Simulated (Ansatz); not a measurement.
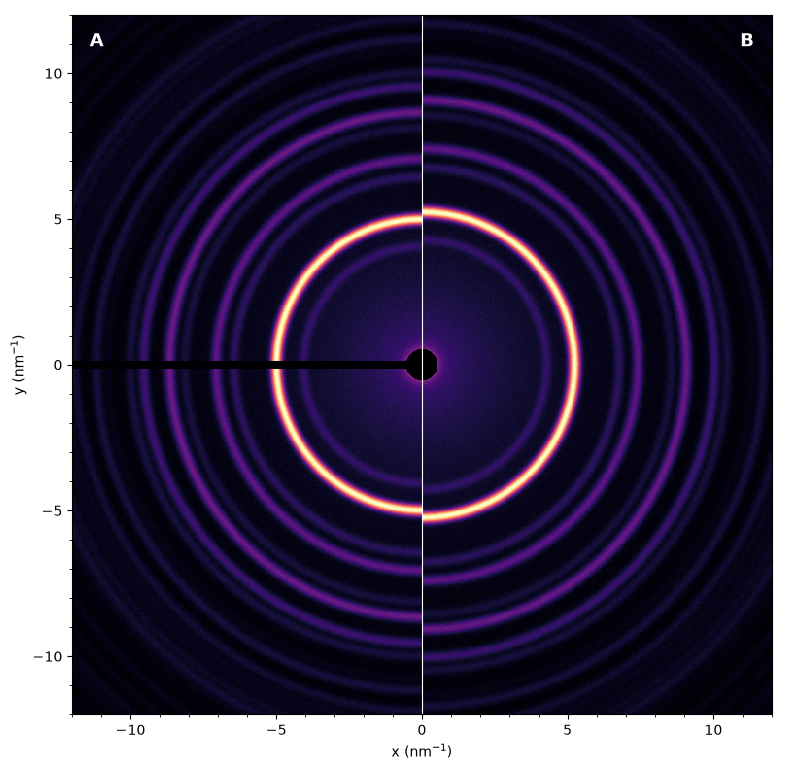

Simulated electron diffraction rings at 300 kV (λ = 0.0197 Å), scale in nm⁻¹ (radius = 1/d), for a fine-grained powder without texture. Kinematic intensities with B = 0.8 Å² for all atoms, without multiple scattering; brightness goes as intensity to the power 0.6, clipped at the top, with counting noise. Reflections closer than the ring width show as one ring. The left and right halves show two different samples, each scaled to its strongest ring.

Both are Co in P6/mmm, with cells of different size. Origins: A, the geometry relaxed with DFT, RPBE, plane waves (420 eV) with PAW, scalar-relativistic (Ansatz 0.2.0); the starting structure was generated, so it need not be a known form of this composition; B, the input geometry of an electronic-structure calculation (not necessarily at equilibrium); the starting structure was generated, so it need not be a known form of this composition.

Question: Which half has the larger cell, and by how much?

Answer: Half A: the volume of B is 13.5 % smaller than that of A, and a larger cell draws the rings inwards on average.
A: a = 4.000 Å, b = 4.000 Å, c = 2.460 Å, α = 90.00°, β = 90.00°, γ = 120.00°; 001 at 4.06 nm⁻¹ (d = 2.46 Å), 101 + 110 at 4.99 nm⁻¹ (d = 2.01 + 2.000 Å), 111 at 6.44 nm⁻¹ (d = 1.552 Å), 201 at 7.06 nm⁻¹ (d = 1.416 Å).
B: a = 3.817 Å, b = 3.817 Å, c = 2.336 Å, α = 90.00°, β = 90.00°, γ = 120.00°; 001 at 4.28 nm⁻¹ (d = 2.34 Å), 110 + 101 at 5.24 nm⁻¹ (d = 1.908 + 1.908 Å), 111 at 6.77 nm⁻¹ (d = 1.478 Å), 201 at 7.41 nm⁻¹ (d = 1.349 Å).
